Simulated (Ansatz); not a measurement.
# Au(110) / 3 layers Ag(110) / Au(110): resistance against film thickness, part 2 of 2

How does the resistance across the layers grow with the film in Au(110) / 3 layers Ag(110) / Au(110)?

Ansatz 0.2.0; Ansatz plane-wave DFT, LDA, PAW files; ballistic transport by layer matching (Landauer), zero bias.

So far. Step 2 (With 3 layers): The lead's potential steps by 0.2 meV from period to period, small in itself. The program estimates the junction's conductance to 5.1 % from the k-mesh, 0 % from the leads' distance from neutral and 0 % from their steps. Step 3 (With 5 layers, k-mesh 13×9×1, film layers 5): The conductance of the junction is 8.3e14 S/m², 0.14 % under the 8.3e14 S/m² of the last finished run, within the error estimates, leads' steps apart, of 5.1 and 4.3 %.

## (4) With 6 layers, k-mesh 13×9×1, film layers 6

The stack now holds 6 film layers; the k-mesh follows the cell, and the energies span -0.27 to 0.27 eV.

System of this step: Au(110) / 6 layers Ag(110) / Au(110). The cell holds 18 atoms: 12 Au and 6 Ag. Its edges and angles: a = 2.884 Å, b = 4.078 Å, c = 26.005 Å, α = 90.0°, β = 90.0°, γ = 90.0°. It derives from Au and Ag. Regions: lead, 12 atoms (12 Au); films, 6 atoms (6 Ag). The structure is stacked along c, and the current runs across the ab planes.

input.yaml reads:

```yaml
crystal:
  lattice:
    - [2.8837582304, 0.0, 0.0]
    - [0.0, 4.07825, 0.0]
    - [0.0, 0.0, 26.0045162529]
  atoms:
    - { symbol: Au, position: [0.0, 0.0, 0.0277236289] }
    - { symbol: Au, position: [0.5, 0.5, 0.0831708866] }
    - { symbol: Au, position: [0.0, 0.0, 0.1386181444] }
    - { symbol: Au, position: [0.5, 0.5, 0.1940654021] }
    - { symbol: Au, position: [0.0, 0.0, 0.2495126598] }
    - { symbol: Au, position: [0.5, 0.5, 0.3049599176] }
    - { symbol: Ag, position: [0.0, 0.0, 0.3605696221] }
    - { symbol: Ag, position: [0.5, 0.5, 0.4163417732] }
    - { symbol: Ag, position: [0.0, 0.0, 0.4721139244] }
    - { symbol: Ag, position: [0.5, 0.5, 0.5278860756] }
    - { symbol: Ag, position: [0.0, 0.0, 0.5836582268] }
    - { symbol: Ag, position: [0.5, 0.5, 0.6394303779] }
    - { symbol: Au, position: [0.0, 0.0, 0.6950400824] }
    - { symbol: Au, position: [0.5, 0.5, 0.7504873402] }
    - { symbol: Au, position: [0.0, 0.0, 0.8059345979] }
    - { symbol: Au, position: [0.5, 0.5, 0.8613818556] }
    - { symbol: Au, position: [0.0, 0.0, 0.9168291134] }
    - { symbol: Au, position: [0.5, 0.5, 0.9722763711] }
kpoints:
  mp_grid: { grid: [13, 9, 1] }
hamiltonian:
  xc: lda
scf:
  occupations: { method: fermi_dirac, width: 0.1 }
output:
  transmission:
    leads: [[0, 1]]
    kmesh: [26, 18]
    e_range: [-0.27, 0.27]
    de: 0.036
  write_potential: true
  write_density: true
  volumetric_format: npy
```

On the command line:

```console
ansatz run input.yaml --threads 4 --pin off --max-ram 8192MiB --backend cpu --events-out ev --progress --plain --runs-dir out
```

Numbers of over 12 decimals in the logs are rounded to 6 here.

Log:

```text
[...]
Crystal: 18 atoms, lattice volume = 305.831 Å³
Basis set: ecut = 420 eV, 5991 PW (Γ)
Bands: 206, of which v1, the nominal top of the filled ones, is band 171 counted from 1 (170 counted from 0)
Symmetry: 8 space group operations
[...]
k-points: 35 of 117
[...]
--- Transmission ---
  basis      : 101 plane waves across, 38 finite elements along
  points     : 140, standing for a mesh of 26 x 18
[...]
filled         : 29.6 meV over the level at which it is neutral
    channels       : 1.391026e0 a spin
[...]
slowest decay  : 0.0470 /Å at (0.0769, 0.4444)
  junction   : crystal 0 to crystal 0, 0.70 to 25.26 Å
    transmission   : 1.254597e0 a spin
[...]
resistance     : 1.1987e-4 Ω µm² beyond half of each lead's own
[key lines of the parts left out:]
SCF converged after 10 iterations
Free energy (F): -199128.488946 eV
Fermi energy:    19.265694 eV
```

The job ended after 12 min (4 threads of Arm Neoverse N1, shared host; peak memory 2.3 GiB).

This step gave:

```yaml
free_energy: -199128.4889 eV
energy_at_zero_smearing: -199128.4175 eV
fermi_energy: 19.27 eV
step_of_the_lead_s_potential: 0.6 meV
ballistic_conductance_of_the_lead: 9.17e14 S/m²
estimated_errors_of_the_lead_s_conductance: 0, 5.1, 0 % (band edges, k-mesh, distance from neutral)
lead_conductance_per_cell: 1.392 G₀
junction_conductance_per_cell: 1.254 G₀
estimated_errors_of_the_junction_s_conductance: 0, 0, 5.1, 0, 0 % (energy step, band edges, k-mesh, leads' steps, distance from neutral)
area_resistance_that_the_stack_adds_contact_term_taken_off_spin_by_spin: 0.1199 fΩ m²
```

Per spin. Table of transmission, zone mean by energy, zero at the Fermi level:

| energy (eV) | transmission, zone mean |
| --- | --- |
| -0.270 | 1.22 |
| -0.234 | 1.22 |
| -0.198 | 1.23 |
| -0.162 | 1.24 |
| -0.126 | 1.25 |
| -0.090 | 1.26 |
| -0.054 | 1.26 |
| -0.018 | 1.25 |
| 0.018 | 1.25 |
| 0.054 | 1.26 |
| 0.090 | 1.26 |
| 0.126 | 1.27 |
| 0.162 | 1.28 |
| 0.198 | 1.28 |
| 0.234 | 1.29 |
| 0.270 | 1.30 |

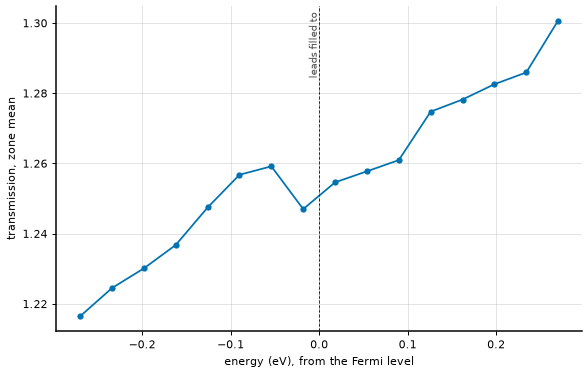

Transmission, zone mean against energy.

The conductance of the junction is 8.3e14 S/m², 0.074 % over the 8.3e14 S/m² of the last finished run, within the error estimates, leads' steps apart, of 4.3 and 5.1 %.

## (5) With 8 layers, k-mesh 13×9×1, film layers 8

The stack now holds 8 film layers; the k-mesh follows the cell, and the energies span -0.27 to 0.27 eV.

System of this step: Au(110) / 8 layers Ag(110) / Au(110). The cell holds 20 atoms: 12 Au and 8 Ag. Cell: a = 2.884 Å, b = 4.078 Å, c = 28.905 Å, α = 90.0°, β = 90.0°, γ = 90.0°. It derives from Au and Ag. Regions: lead, 12 atoms (12 Au); films, 8 atoms (8 Ag). The structure is stacked along c, and the current runs across the ab planes.

input.yaml reads:

```yaml
crystal:
  lattice:
    - [2.8837582304, 0.0, 0.0]
    - [0.0, 4.07825, 0.0]
    - [0.0, 0.0, 28.9051718764]
  atoms:
    - { symbol: Au, position: [0.0, 0.0, 0.024941542] }
    - { symbol: Au, position: [0.5, 0.5, 0.0748246259] }
    - { symbol: Au, position: [0.0, 0.0, 0.1247077099] }
    - { symbol: Au, position: [0.5, 0.5, 0.1745907938] }
    - { symbol: Au, position: [0.0, 0.0, 0.2244738778] }
    - { symbol: Au, position: [0.5, 0.5, 0.2743569617] }
    - { symbol: Ag, position: [0.0, 0.0, 0.3243861907] }
    - { symbol: Ag, position: [0.5, 0.5, 0.3745615648] }
    - { symbol: Ag, position: [0.0, 0.0, 0.4247369389] }
    - { symbol: Ag, position: [0.5, 0.5, 0.474912313] }
    - { symbol: Ag, position: [0.0, 0.0, 0.525087687] }
    - { symbol: Ag, position: [0.5, 0.5, 0.5752630611] }
    - { symbol: Ag, position: [0.0, 0.0, 0.6254384352] }
    - { symbol: Ag, position: [0.5, 0.5, 0.6756138093] }
    - { symbol: Au, position: [0.0, 0.0, 0.7256430383] }
    - { symbol: Au, position: [0.5, 0.5, 0.7755261222] }
    - { symbol: Au, position: [0.0, 0.0, 0.8254092062] }
    - { symbol: Au, position: [0.5, 0.5, 0.8752922901] }
    - { symbol: Au, position: [0.0, 0.0, 0.9251753741] }
    - { symbol: Au, position: [0.5, 0.5, 0.975058458] }
kpoints:
  mp_grid: { grid: [13, 9, 1] }
hamiltonian:
  xc: lda
scf:
  occupations: { method: fermi_dirac, width: 0.1 }
output:
  transmission:
    leads: [[0, 1]]
    kmesh: [26, 18]
    e_range: [-0.27, 0.27]
    de: 0.036
  write_potential: true
  write_density: true
  volumetric_format: npy
```

Log:

```text
[...]
Crystal: 20 atoms, lattice volume = 339.945 Å³
Basis set: ecut = 420 eV, 6653 PW (Γ)
Bands: 228, of which v1, the nominal top of the filled ones, is band 190 counted from 1 (189 counted from 0)
Symmetry: 8 space group operations
[...]
k-points: 35 of 117
[...]
--- Transmission ---
  basis      : 101 plane waves across, 43 finite elements along
  points     : 140, standing for a mesh of 26 x 18
[...]
filled         : 11.6 meV under the level at which it is neutral
    channels       : 1.382479e0 a spin
[...]
slowest decay  : 0.0102 /Å at (0.0769, 0.4444)
  junction   : crystal 0 to crystal 0, 0.70 to 28.16 Å
    transmission   : 1.239567e0 a spin
[...]
resistance     : 1.2052e-4 Ω µm² beyond half of each lead's own
[key lines of the parts left out:]
SCF converged after 11 iterations
Free energy (F): -214044.669162 eV
Fermi energy:    18.996897 eV
```

Run time: 8.4 min. Hardware: 4 threads; peak memory 2.7 GiB; 28 min of CPU time.

This step gave:

```yaml
free_energy: -214044.6692 eV
energy_at_zero_smearing: -214044.5828 eV
fermi_energy: 19.00 eV
step_of_the_lead_s_potential: 0.2 meV
ballistic_conductance_of_the_lead: 9.18e14 S/m²
estimated_errors_of_the_lead_s_conductance: 0, 4.8, 0 % (band edges, k-mesh, distance from neutral)
lead_conductance_per_cell: 1.394 G₀
conductance_of_the_junction: 8.27e14 S/m²
junction_conductance_per_cell: 1.255 G₀
estimated_errors_of_the_junction_s_conductance: 0, 0, 4.4, 0, 0 % (energy step, band edges, k-mesh, leads' steps, distance from neutral)
area_resistance_that_the_stack_adds_contact_term_taken_off_spin_by_spin: 0.1205 fΩ m²
```

Per spin. The transmission, zone mean by energy, zero at the Fermi level:

| energy (eV) | transmission, zone mean |
| --- | --- |
| -0.270 | 1.22 |
| -0.234 | 1.22 |
| -0.198 | 1.22 |
| -0.162 | 1.23 |
| -0.126 | 1.23 |
| -0.090 | 1.24 |
| -0.054 | 1.26 |
| -0.018 | 1.26 |
| 0.018 | 1.24 |
| 0.054 | 1.26 |
| 0.090 | 1.26 |
| 0.126 | 1.27 |
| 0.162 | 1.28 |
| 0.198 | 1.28 |
| 0.234 | 1.28 |
| 0.270 | 1.29 |

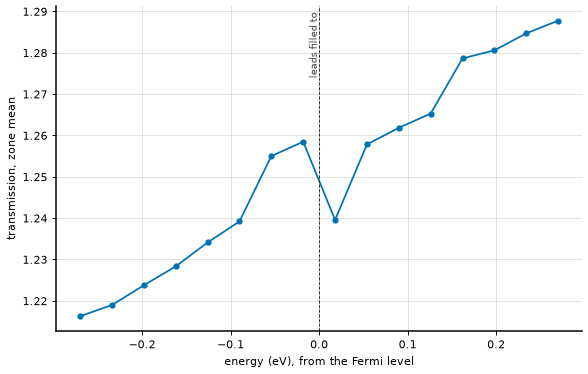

Transmission, zone mean against energy.

The conductance of the junction is 8.3e14 S/m², 0.028 % over the 8.3e14 S/m² of the last finished run, within the error estimates, leads' steps apart, of 5.1 and 4.4 %.

## (6) With 10 layers, k-mesh 13×9×1, film layers 10

The stack now holds 10 film layers; the k-mesh follows the cell, and the energies span -0.27 to 0.27 eV.

System of this step: Au(110) / 10 layers Ag(110) / Au(110). The cell holds 22 atoms: 12 Au and 10 Ag. Its edges and angles: a = 2.884 Å, b = 4.078 Å, c = 31.806 Å, α = 90.0°, β = 90.0°, γ = 90.0°. It derives from Au and Ag. Regions: lead, 12 atoms (12 Au); films, 10 atoms (10 Ag). The structure is stacked along c, and the current runs across the ab planes.

input.yaml reads:

```yaml
crystal:
  lattice:
    - [2.8837582304, 0.0, 0.0]
    - [0.0, 4.07825, 0.0]
    - [0.0, 0.0, 31.8058274999]
  atoms:
    - { symbol: Au, position: [0.0, 0.0, 0.0226669015] }
    - { symbol: Au, position: [0.5, 0.5, 0.0680007044] }
    - { symbol: Au, position: [0.0, 0.0, 0.1133345073] }
    - { symbol: Au, position: [0.5, 0.5, 0.1586683102] }
    - { symbol: Au, position: [0.0, 0.0, 0.2040021131] }
    - { symbol: Au, position: [0.5, 0.5, 0.249335916] }
    - { symbol: Ag, position: [0.0, 0.0, 0.2948025357] }
    - { symbol: Ag, position: [0.5, 0.5, 0.3404019722] }
    - { symbol: Ag, position: [0.0, 0.0, 0.3860014087] }
    - { symbol: Ag, position: [0.5, 0.5, 0.4316008452] }
    - { symbol: Ag, position: [0.0, 0.0, 0.4772002817] }
    - { symbol: Ag, position: [0.5, 0.5, 0.5227997183] }
    - { symbol: Ag, position: [0.0, 0.0, 0.5683991548] }
    - { symbol: Ag, position: [0.5, 0.5, 0.6139985913] }
    - { symbol: Ag, position: [0.0, 0.0, 0.6595980278] }
    - { symbol: Ag, position: [0.5, 0.5, 0.7051974643] }
    - { symbol: Au, position: [0.0, 0.0, 0.750664084] }
    - { symbol: Au, position: [0.5, 0.5, 0.7959978869] }
    - { symbol: Au, position: [0.0, 0.0, 0.8413316898] }
    - { symbol: Au, position: [0.5, 0.5, 0.8866654927] }
    - { symbol: Au, position: [0.0, 0.0, 0.9319992956] }
    - { symbol: Au, position: [0.5, 0.5, 0.9773330985] }
kpoints:
  mp_grid: { grid: [13, 9, 1] }
hamiltonian:
  xc: lda
scf:
  occupations: { method: fermi_dirac, width: 0.1 }
output:
  transmission:
    leads: [[0, 1]]
    kmesh: [26, 18]
    e_range: [-0.27, 0.27]
    de: 0.036
  write_potential: true
  write_density: true
  volumetric_format: npy
```

Log:

```text
[...]
Crystal: 22 atoms, lattice volume = 374.058 Å³
Basis set: ecut = 420 eV, 7311 PW (Γ)
Bands: 251, of which v1, the nominal top of the filled ones, is band 209 counted from 1 (208 counted from 0)
Symmetry: 8 space group operations
[...]
k-points: 35 of 117
[...]
--- Transmission ---
  basis      : 101 plane waves across, 46 finite elements along
  points     : 140, standing for a mesh of 26 x 18
[...]
filled         : 22.9 meV over the level at which it is neutral
    channels       : 1.391026e0 a spin
[...]
slowest decay  : 0.0435 /Å at (0.0769, 0.4444)
  junction   : crystal 0 to crystal 0, 0.70 to 31.06 Å
    transmission   : 1.258945e0 a spin
[...]
resistance     : 1.1611e-4 Ω µm² beyond half of each lead's own
[key lines of the parts left out:]
SCF converged after 11 iterations
Free energy (F): -228960.980230 eV
Fermi energy:    18.843243 eV
```

Run time: 8.2 min. Hardware: 4 threads; peak memory 3.2 GiB.

This step gave:

- free energy: -228960.9802 eV
- energy at zero smearing: -228960.8893 eV
- Fermi energy: 18.84 eV
- step of the lead's potential: 1.1 meV
- ballistic conductance of the lead: 9.17e14 S/m²
- estimated errors of the lead's conductance: 0, 5, 0 % (band edges, k-mesh, distance from neutral)
- lead conductance per cell: 1.392 G₀
- conductance of the junction: 8.29e14 S/m²
- junction conductance per cell: 1.258 G₀
- estimated errors of the junction's conductance: 0, 0, 4.9, 0.1, 0 % (energy step, band edges, k-mesh, leads' steps, distance from neutral)
- area resistance that the stack adds (contact term taken off, spin by spin): 0.1161 fΩ m²

Per spin. The transmission, zone mean by energy, zero at the Fermi level:

| energy (eV) | transmission, zone mean |
| --- | --- |
| -0.270 | 1.21 |
| -0.234 | 1.22 |
| -0.198 | 1.23 |
| -0.162 | 1.24 |
| -0.126 | 1.24 |
| -0.090 | 1.26 |
| -0.054 | 1.26 |
| -0.018 | 1.25 |
| 0.018 | 1.26 |
| 0.054 | 1.26 |
| 0.090 | 1.26 |
| 0.126 | 1.27 |
| 0.162 | 1.27 |
| 0.198 | 1.28 |
| 0.234 | 1.28 |
| 0.270 | 1.29 |

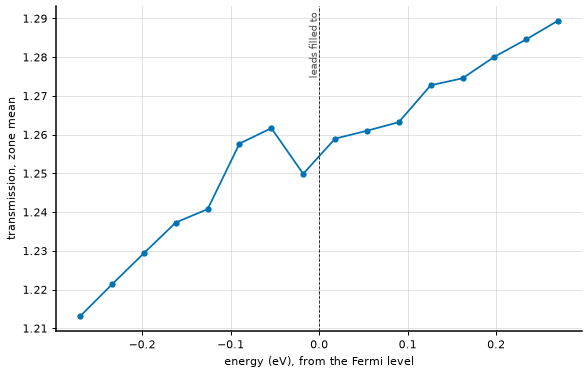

Transmission, zone mean against energy.

The conductance of the junction is 8.3e14 S/m², 0.29 % over the 8.3e14 S/m² of the last finished run, within the error estimates, leads' steps apart, of 4.4 and 4.9 %.

## (7) All levels side by side

Times are for 4 threads of Arm Neoverse N1, shared host. The series side by side:

| no. | film layers | area resistance that the stack adds (contact term taken off, spin by spin) (fΩ m²) | conductance of the junction (S/m²) | time | memory (GiB) |
| --- | --- | --- | --- | --- | --- |
| 1 | 3 | 0.1194 | 8.27e14 | 25 min | 3.4 |
| 2 | 5 | 0.1219 | 8.26e14 | 11 min | 2.7 |
| 3 | 6 | 0.1199 | 8.26e14 | 12 min | 2.3 |
| 4 | 8 | 0.1205 | 8.27e14 | 8.4 min | 2.7 |
| 5 | 10 | 0.1161 | 8.29e14 | 8.2 min | 3.2 |

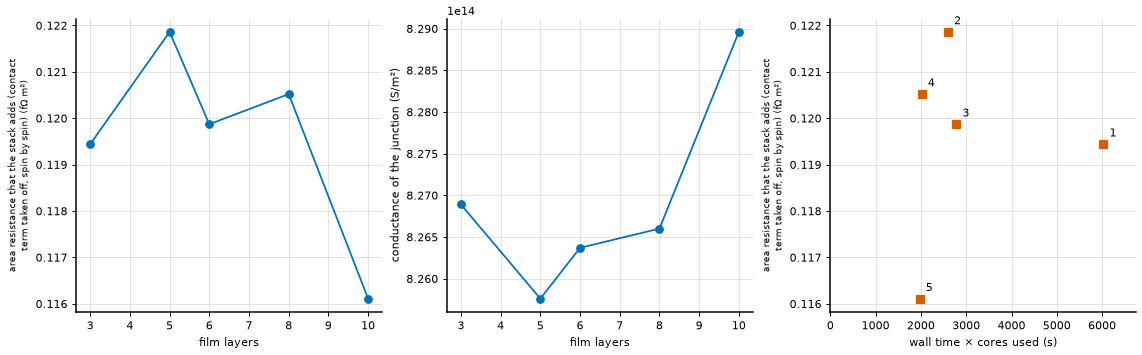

The series as plots; the last panel sets the first result against cost, with the runs numbered as in the table.

## (8) Outcome

```
area resistance, 3 layers  : 0.119 fΩ m²
area resistance, 5 layers  : 0.122 fΩ m²
area resistance, 6 layers  : 0.120 fΩ m²
area resistance, 8 layers  : 0.121 fΩ m²
area resistance, 10 layers : 0.116 fΩ m²
```

The stack adds 0.12 fΩ m² with 3 layers and 0.12 fΩ m² with 10. From 5 layers on no step exceeds the two runs' error estimates together, as expected where only the two interfaces scatter; half the mean, 0.060 fΩ m², is a rough coherent figure for one interface. Atoms sit on ideal sites and aren't relaxed. Spin-orbit coupling is left out, which matters for Au. 1 further run is left out: refused by the program, or repeats without effect or without named leads.

[Logs are printed without paths, hosts, clocks, repeated set-up lines and the standing remarks that a program may print on its own settings, such as how far it seeks lower states.]

[Hosts, paths, dates, database ids (printed as entryN), source tags and the programs' standing remarks are cut or masked in the printed files.]
